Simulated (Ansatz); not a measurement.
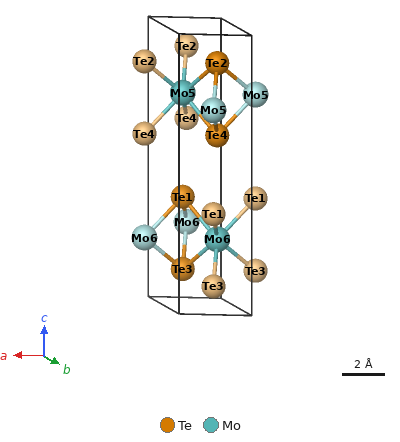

Fig. 1: The input geometry of the first run (ball-and-stick view of the cell of the calculation, seen at an oblique angle; neighbours outside the cell are drawn fainter; atoms are numbered from 1 in the order of the input). Near neighbours in the crystal (not all of them lie inside the picture): Te has 3 Mo at 2.72 Å; Mo has 6 Te at 2.72 Å.

# What a change does: geometry relaxation on MoTe2

System: MoTe2 (P6₃/mmc, 6 atoms in the cell).
Method of the first run: Kohn-Sham DFT of a periodic cell, PBEsol with D4, Ansatz PAW, no spin polarisation (Ansatz 0.2.0).

The structure derives from an entry of the Crystallography Open Database. Text and figures count atoms from 1; the logs count them from 0 in places.

## Input file, the first run
```yaml
crystal:
  lattice:
    - [3.5182, 0.0, 0.0]
    - [-1.7591, 3.0468505756, 0.0]
    - [0.0, 0.0, 13.9736]
  atoms:
    - { symbol: Te, position: [0.6666666667, 0.3333333333, 0.379] }
    - { symbol: Te, position: [0.3333333333, 0.6666666667, 0.879] }
    - { symbol: Te, position: [0.6666666667, 0.3333333333, 0.121] }
    - { symbol: Te, position: [0.3333333333, 0.6666666667, 0.621] }
    - { symbol: Mo, position: [0.6666666667, 0.3333333333, 0.75] }
    - { symbol: Mo, position: [0.3333333333, 0.6666666667, 0.25] }
hamiltonian:
  xc: pbesol
  pseudopotentials: { kind: paw }
  dispersion: d4
kpoints:
  mp_grid: { grid: [9, 9, 2] }
scf:
  occupations: { method: fermi_dirac, width: 0.05 }
output:
  forces: true
  stress: true
relax:
  f_tol: 0.01
  max_steps: 40
  cell: { stress_tol: 0.05 }
```

Launched with:
```bash
ansatz run input.yaml --threads 2 --pin off --max-ram 5120MiB --backend cpu --events-out ev --progress --plain --runs-dir out
```

Hardware: 2 threads of Arm Neoverse V1, 24 GiB of memory available, shared host.

## Output, shortened to warnings, some set-up lines, iterations and results (the first run)
```
Basis set: ecut = 420 eV, 2909 PW (Γ), exchange–correlation on 48×48×192 points (8 copies of the dense FFT grid, shifted against one another)
Symmetry: 24 space group operations
k-points: 24 of 162
Initial density: superposition of atomic densities (neutral atoms: chi_scale 0, normalization atom), corrected by the library's trained network
[...]
SCF iter   1: F=—  HF=-37404.640939 eV  |F-HF|=—  |Δ(HF+E_count)|=         —  Δρ=5.54e-3  dr2=4.10e-2  ethr=1.77e-3  ⟨swp⟩=7.7  Hψ=5271  notcnv=0
SCF iter   2: F=—  HF=-37404.641581 eV  |F-HF|=—  |Δ(HF+E_count)|=   6.42e-4  Δρ=2.93e-3  dr2=1.20e-2  ethr=4.46e-5  ⟨swp⟩=2.1  Hψ=2160  notcnv=0  defer=30
SCF iter   3: F=—  HF=-37404.641919 eV  |F-HF|=—  |Δ(HF+E_count)|=   3.38e-4  Δρ=1.75e-3  dr2=2.08e-3  ethr=1.31e-5  ⟨swp⟩=2.0  Hψ=1412  notcnv=0  defer=30
SCF iter   4: F=—  HF=-37404.642802 eV  |F-HF|=—  |Δ(HF+E_count)|=   8.83e-4  Δρ=6.77e-4  dr2=3.47e-4  ethr=2.26e-6  ⟨swp⟩=1.8  Hψ=1426  notcnv=0  defer=30
SCF iter   5: F=—  HF=-37404.642995 eV  |F-HF|=—  |Δ(HF+E_count)|=   1.93e-4  Δρ=1.30e-4  dr2=3.51e-5  ethr=3.78e-7  ⟨swp⟩=2.0  Hψ=1721  notcnv=0  defer=30
[... 52 lines ...]
SCF iter   4: F=—  HF=-37404.726705 eV  |F-HF|=—  |Δ(HF+E_count)|=   5.36e-9  Δρ=4.47e-7  dr2=1.54e-10  ethr=2.01e-11  ⟨swp⟩=2.0  Hψ=1773  notcnv=0
SCF iter   5: F=-37404.726705 eV  HF=-37404.726705 eV  |F-HF|=0.00e0  |Δ(HF+E_count)|=  2.18e-11  Δρ=8.51e-8  dr2=1.01e-11  ethr=1.00e-12  ⟨swp⟩=1.1  Hψ=1346  notcnv=0
SCF iter   6: F=-37404.726705 eV  HF=-37404.726705 eV  |F-HF|=7.28e-12  |Δ(HF+E_count)|=  1.46e-11  Δρ=1.52e-8  dr2=4.73e-13  ethr=1.00e-12  ⟨swp⟩=3.5  Hψ=4199  notcnv=0
SCF 7 converged in 6 iterations: F = -37404.726705 eV  dr2 = 4.73e-13
relax step   7: F+E_penalty+E_count = -37404.72670501 eV  Δ(F+E_penalty+E_count) = +1.872e-3 eV  max|allowed force component| = 4.052e-3 eV/Å  Δτ_max = 0.0000 Å  P = -0.016 …
basis re-selected at this cell: Δ(F+E_penalty+E_count) = +1.872e-3 eV, ΔP = +0.001 GPa vs the last step (what re-selecting the basis moved, of the pressure what is left beyond the Pulay correction that the steps carried, after the strain that the cell walked since its last selection, with what the …
SCF converged after 6 iterations
Free energy (F): -37404.726705 eV
Harris-Foulkes:  -37404.726705 eV  (|F-HF|=7.28e-12)
Internal energy: -37404.726519 eV  (E = F + TS)
E sigma→0 (E₀):  -37404.726612 eV
Entropy (-TS):   -0.000186 eV (-0.031 meV/atom)
Fermi energy:    13.868040 eV
--- Per-component energies (eV) ---
  E_band       = -1052.271542
  E_kinetic    = 1615.186417
  E_local      = -6719.462754  (includes V_loc(G=0)·N_el)
  E_nonlocal   = -939.000493
  E_hartree    = 3842.396798
  E_xc         = -862.682147
  E_vxc        = -879.511212  (∫ρ·V_xc dr)
  E_paw        = -24628.795676  (= ΣΔE_a)
  E_vpaw       = -1814.276567  (= ΣTr[D̂ρ^β])
  E_aug_tail   = -0.000554  (compensation charges beyond the density's cutoff)
  E_ewald      = -9712.228367
  E_disp       = -2.057602  (pairwise vdW)
  E_core_change = 1.917859  (= ΣΔE_core)
  E_smearing   = -0.000186  (= −TS)
  E_closure    = 0.000000  (closes the sum)
  Σ components = -37404.726705   (vs F -37404.726705, Δ=0.00e0)
--- Forces (eV/Å), atoms counted from 1 ---
  atom   1  Te     0.00000000    -0.00000000    -0.00405213
  atom   2  Te    -0.00000000     0.00000000    -0.00405213
  atom   3  Te     0.00000000    -0.00000000     0.00405213
  atom   4  Te    -0.00000000     0.00000000     0.00405213
  atom   5  Mo    -0.00000000    -0.00000000     0.00000000
  atom   6  Mo    -0.00000000     0.00000000     0.00000000
  max |Σ_I F_I| component: 1.62e-17 eV/Å
--- Stress (GPa, compression-positive) ---
       -0.003059       0.000000       0.000000
        0.000000      -0.003059       0.000000
        0.000000       0.000000      -0.042684
  P = ⅓ Tr σ = -0.0163 GPa (-0.163 kbar)
--- Relaxed structure (6 steps of the walk, 5 accepted, 1 SCFs on fresh bases) ---
  F+E_penalty+E_count = -37404.72670501 eV   max|allowed force component| = 4.052e-3 eV/Å   (the final SCF, on the basis selected at the relaxed cell)
  cell:  # Å, volume = 140.4552 Å³
    - [3.4602956863245486, 0.0, 0.0]
    - [-1.7301478431622743, 2.996703968962768, 0.0]
    - [0.0, 0.0, 13.545055458679037]
[...]
```

The input of the second run differs as follows (lines with − go, lines with + come):
```diff
-  xc: pbesol
+  xc: lda
-  dispersion: d4
```

What does this change do to the results?

The total energies belong to different models, so their difference says nothing on which is more stable or more accurate. The volume per atom goes from 23.41 to 23.96 Å³. The functional changes from PBEsol to LDA. The SCF takes 35 iterations over all geometry steps against 48. On the same kind of shared host the second run took about 0.69 times as long.

## Output, shortened to warnings, some set-up lines, iterations and results (the second run)
```
Basis set: ecut = 420 eV, 2909 PW (Γ)
Symmetry: 24 space group operations
k-points: 24 of 162
Initial density: superposition of atomic densities (neutral atoms: chi_scale 0, normalization atom), corrected by the library's trained network
[...]
SCF iter   1: F=—  HF=-36996.215083 eV  |F-HF|=—  |Δ(HF+E_count)|=         —  Δρ=7.36e-3  dr2=6.41e-2  ethr=1.77e-3  ⟨swp⟩=7.7  Hψ=5277  notcnv=0
SCF iter   2: F=—  HF=-36996.210029 eV  |F-HF|=—  |Δ(HF+E_count)|=   5.05e-3  Δρ=3.90e-3  dr2=1.73e-2  ethr=6.97e-5  ⟨swp⟩=2.2  Hψ=2000  notcnv=0  defer=27
SCF iter   3: F=—  HF=-36996.208791 eV  |F-HF|=—  |Δ(HF+E_count)|=   1.24e-3  Δρ=2.14e-3  dr2=5.27e-3  ethr=1.88e-5  ⟨swp⟩=2.1  Hψ=1565  notcnv=0  defer=27
SCF iter   4: F=—  HF=-36996.208475 eV  |F-HF|=—  |Δ(HF+E_count)|=   3.16e-4  Δρ=3.24e-4  dr2=1.41e-4  ethr=5.73e-6  ⟨swp⟩=1.3  Hψ=1364  notcnv=0  defer=27
SCF iter   5: F=—  HF=-36996.208485 eV  |F-HF|=—  |Δ(HF+E_count)|=   9.40e-6  Δρ=7.83e-5  dr2=9.56e-6  ethr=1.53e-7  ⟨swp⟩=2.0  Hψ=1729  notcnv=0  defer=27
[... 35 lines ...]
SCF iter   4: F=—  HF=-36996.254807 eV  |F-HF|=—  |Δ(HF+E_count)|=   1.04e-8  Δρ=3.56e-6  dr2=5.49e-8  ethr=5.35e-11  ⟨swp⟩=2.0  Hψ=1640  notcnv=0
SCF iter   5: F=—  HF=-36996.254807 eV  |F-HF|=—  |Δ(HF+E_count)|=   5.57e-9  Δρ=1.33e-6  dr2=1.89e-9  ethr=5.35e-11  ⟨swp⟩=2.0  Hψ=1417  notcnv=0
SCF iter   6: F=-36996.254807 eV  HF=-36996.254807 eV  |F-HF|=0.00e0  |Δ(HF+E_count)|=  4.15e-10  Δρ=9.23e-8  dr2=1.67e-11  ethr=1.00e-12  ⟨swp⟩=4.0  Hψ=5056  notcnv=0
SCF 5 converged in 6 iterations: F = -36996.254807 eV  dr2 = 1.67e-11
relax step   5: F+E_penalty+E_count = -36996.25480658 eV  Δ(F+E_penalty+E_count) = +1.364e-3 eV  max|allowed force component| = 4.725e-3 eV/Å  Δτ_max = 0.0000 Å  P = +0.030 …
basis re-selected at this cell: Δ(F+E_penalty+E_count) = +1.364e-3 eV, ΔP = -0.001 GPa vs the last step (what re-selecting the basis moved, of the pressure what is left beyond the Pulay correction that the steps carried, after the strain that the cell walked since its last selection, with what the …
SCF converged after 6 iterations
Free energy (F): -36996.254807 eV
Harris-Foulkes:  -36996.254807 eV  (|F-HF|=0.00e0)
Internal energy: -36996.254753 eV  (E = F + TS)
E sigma→0 (E₀):  -36996.254780 eV
Entropy (-TS):   -0.000054 eV (-0.009 meV/atom)
Fermi energy:    13.249540 eV
--- Per-component energies (eV) ---
  E_band       = -1103.514086
  E_kinetic    = 1619.294497
  E_local      = -7120.274033  (includes V_loc(G=0)·N_el)
  E_nonlocal   = -920.179042
  E_hartree    = 4014.053860
  E_xc         = -864.342702
  E_vxc        = -882.166390  (∫ρ·V_xc dr)
  E_paw        = -24221.399734  (= ΣΔE_a)
  E_vpaw       = -1828.296153  (= ΣTr[D̂ρ^β])
  E_aug_tail   = -0.000692  (compensation charges beyond the density's cutoff)
  E_ewald      = -9507.067184
  E_core_change = 3.660277  (= ΣΔE_core)
  E_smearing   = -0.000054  (= −TS)
  E_closure    = 0.000000  (closes the sum)
  Σ components = -36996.254807   (vs F -36996.254807, Δ=0.00e0)
--- Forces (eV/Å), atoms counted from 1 ---
  atom   1  Te     0.00000000     0.00000000    -0.00472539
  atom   2  Te     0.00000000    -0.00000000    -0.00472539
  atom   3  Te    -0.00000000     0.00000000     0.00472539
  atom   4  Te    -0.00000000    -0.00000000     0.00472539
  atom   5  Mo    -0.00000000     0.00000000     0.00000000
  atom   6  Mo    -0.00000000    -0.00000000     0.00000000
  max |Σ_I F_I| component: 1.85e-17 eV/Å
--- Stress (GPa, compression-positive) ---
        0.045357       0.000000       0.000000
        0.000000       0.045357       0.000000
        0.000000       0.000000      -0.001276
  P = ⅓ Tr σ = 0.0298 GPa (0.298 kbar)
--- Relaxed structure (4 steps of the walk, 3 accepted, 1 SCFs on fresh bases) ---
  F+E_penalty+E_count = -36996.25480658 eV   max|allowed force component| = 4.725e-3 eV/Å   (the final SCF, on the basis selected at the relaxed cell)
  cell:  # Å, volume = 143.7425 Å³
    - [3.4718677190560587, 0.0, 0.0]
    - [-1.7359338595280294, 3.006725643281681, 0.0]
    - [0.0, 0.0, 13.76982124042126]
  atoms:
[...]
```

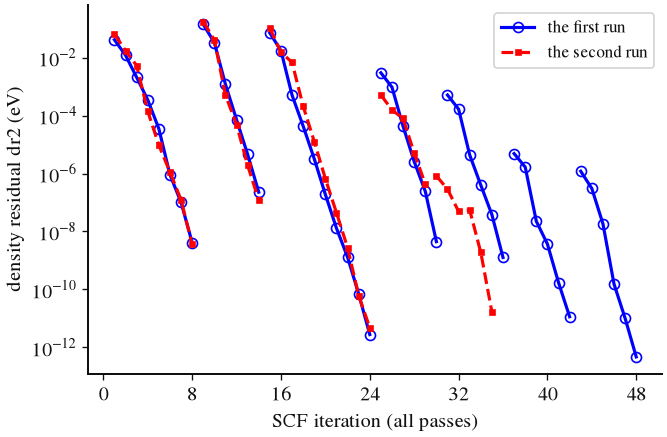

Fig. 2: Convergence of the two runs: density residual dr2 against the SCF iteration. A break in a curve parts two SCF passes. The first run takes 48 iterations in all, and the second run takes 35.

## The two runs side by side

| quantity | the first run | the second run |
| --- | --- | --- |
| outcome | converged | converged |
| free energy per atom (eV) | −6234.1211 | −6166.0425 |
| pressure (GPa) | −0.02 | 0.03 |
| volume per atom (Å³) | 23.41 | 23.96 |
| largest force (eV/Å) | 0.004 | 0.005 |
| SCF iterations | 48 | 35 |
| irreducible k-points | 24 | 24 |
| wall time (shared host) | 37 s | 25 s |
